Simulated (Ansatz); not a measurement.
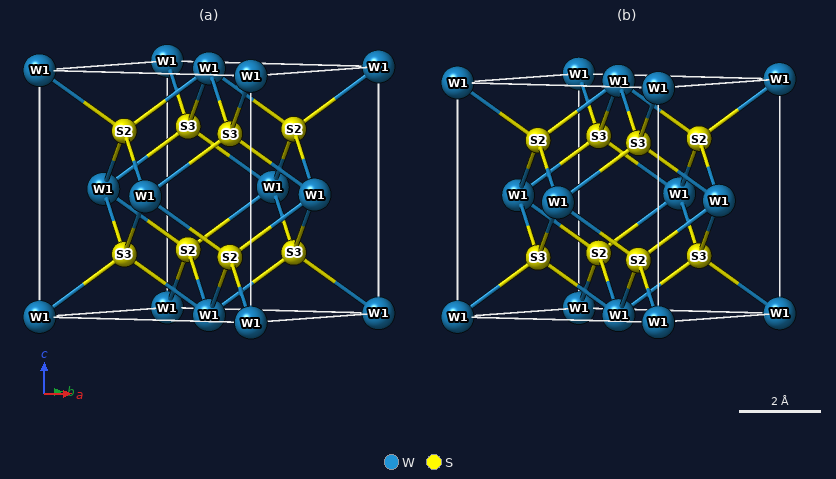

The structure of crystalline WS$_{2}$ (built on the CaF2-225 type type) before (left) and after (right) a relaxation, at one scale.

The picture is a ball-and-stick view of the conventional cell (4 times the calculation's cell), seen from a free direction. Lengths and directions refer to the drawn axes.

All numbers below come from DFT, PBEsol, plane waves, PAW (Ansatz 0.2.0).

The input:
```yaml
crystal:
  lattice:
    - [0.0, 3.05420553, 3.05420553]
    - [3.05420553, 0.0, 3.05420553]
    - [3.05420553, 3.05420553, 0.0]
  atoms:
    - { symbol: W, position: [0.0, 0.0, 0.0] }
    - { symbol: S, position: [0.75, 0.75, 0.75] }
    - { symbol: S, position: [0.25, 0.25, 0.25] }
kpoints:
  mp_grid: { grid: [6, 6, 6] }
hamiltonian:
  xc: pbesol
scf:
  occupations: { method: fermi_dirac, width: 0.03 }
relax:
  f_tol: 0.01
  cell: {}
  max_steps: 120
```

Launched with:
```bash
ansatz run input.yaml --threads 2 --pin off --max-ram 2211MiB --backend cpu --events-out ev --progress --plain --runs-dir out
```

> Describe what moved and what it gained.

The energy falls by 180 meV per atom in 3 accepted moves (4 points after the start). All forces vanish by symmetry, so only the cell relaxes. The pressure goes from −18.52 to 0.00 GPa. At 1 point the geometry stayed and the basis and grid were re-selected for the new cell (energy shift of 0.3 meV per atom at most each time). No atom moves by more than 0.005 Å relative to the cell. The volume changes by −14.2 %, with a = b = c 6.108 → 5.804 Å (−5.0 %). Among the contacts that change: W1–S2 2.645 → 2.513 Å. The space group stays Fm-3m (No. 225). The run took 7.9 s on 2 threads of Intel(R) Xeon(R) Processor @ 2.50GHz (Skylake/Cascade Lake) (shared host), peak memory 0.35 GiB.
